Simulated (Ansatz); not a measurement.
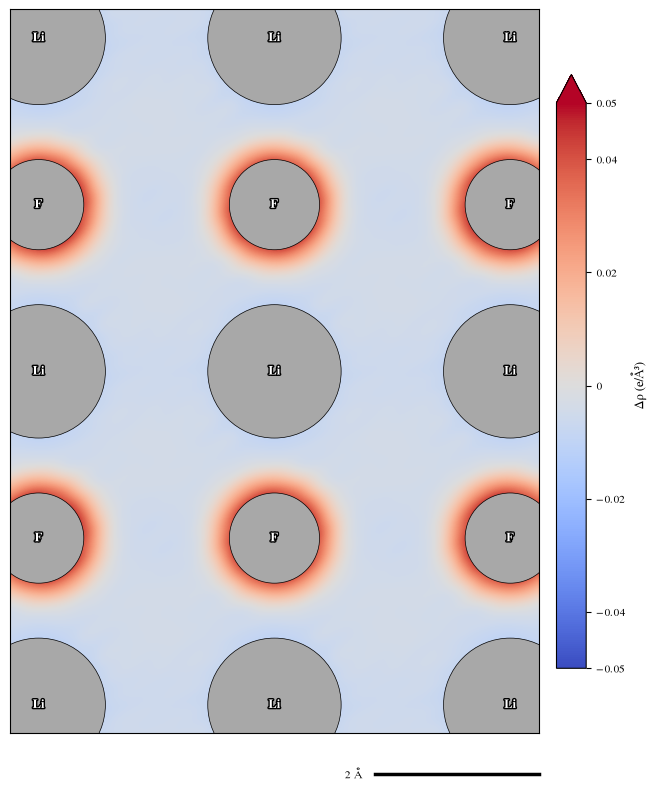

LiF. Difference of the valence pseudo-densities of two functionals at the same geometry, on the (011̄) plane of the calculation cell: one of LDA and r2SCAN less the other.

Space group Fm-3m; a structure generated by program, which may or may not match a known phase.

Both computed with Ansatz (plane waves, PAW), on the same k-point mesh. Grey discs cover the atomic cores.

```cif
data_structure
_symmetry_space_group_name_H-M 'P 1'
_symmetry_Int_Tables_number 1
_cell_length_a 2.8760
_cell_length_b 2.8760
_cell_length_c 2.8760
_cell_angle_alpha 60.000
_cell_angle_beta 60.000
_cell_angle_gamma 60.000
_cell_volume 16.82
loop_
_atom_site_label
_atom_site_type_symbol
_atom_site_fract_x
_atom_site_fract_y
_atom_site_fract_z
_atom_site_occupancy
Li1 Li 0.00000 0.00000 0.00000 1
F1 F 0.50000 0.50000 0.50000 1
```

Which was subtracted from which, and what does the map show?

It is r2SCAN less LDA. Against LDA, r2SCAN gives less density around Li (−0.006 e/Å³ on average at 1.0 Å from the nucleus), more density around F (+0.019 e/Å³ on average at 0.7 Å from the nucleus), less density in the space between the atoms (−0.004 e/Å³ on average) and a change of −0.005 e/Å³ at the midpoint of Li–F.
